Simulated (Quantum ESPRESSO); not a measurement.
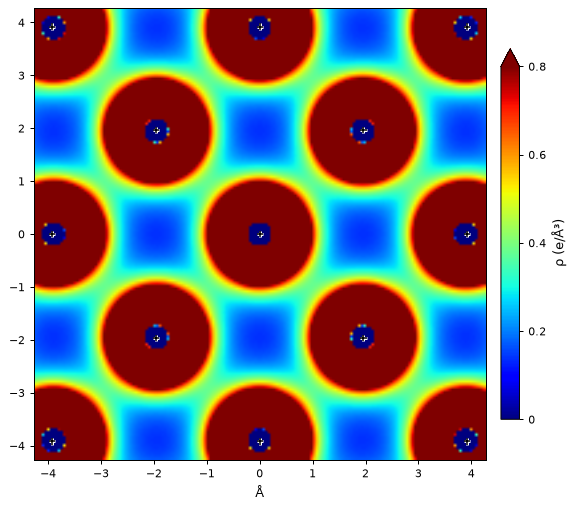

The valence pseudo-density on a plane through atoms (crosses mark nuclei in the plane).

Method: Quantum ESPRESSO 7.5, Kohn-Sham DFT of a periodic cell, PBEsol, GBRV 1.5 PBEsol.

Candidates:
A. Li, a = 3.51 Å, b = 3.51 Å, c = 3.51 Å, α = 90.00°, β = 90.00°, γ = 90.00°. Space group Im-3m.
B. MoS₂, a = 3.17 Å, b = 3.17 Å, c = 12.32 Å, α = 90.00°, β = 90.00°, γ = 120.00°. Space group P6₃/mmc; not relaxed (largest force 0.3 eV/Å); computed pressure about −3 GPa in this cell.
C. Pt, a = 3.92 Å, b = 3.92 Å, c = 3.92 Å, α = 90.00°, β = 90.00°, γ = 90.00°. Space group Fm-3m.

Which system is this?

Candidate C: Pt on the (001) plane of the conventional cell, which holds Pt. Pt–Pt (2.77 Å): the density is about 0.37 e/Å³ at the midpoint.
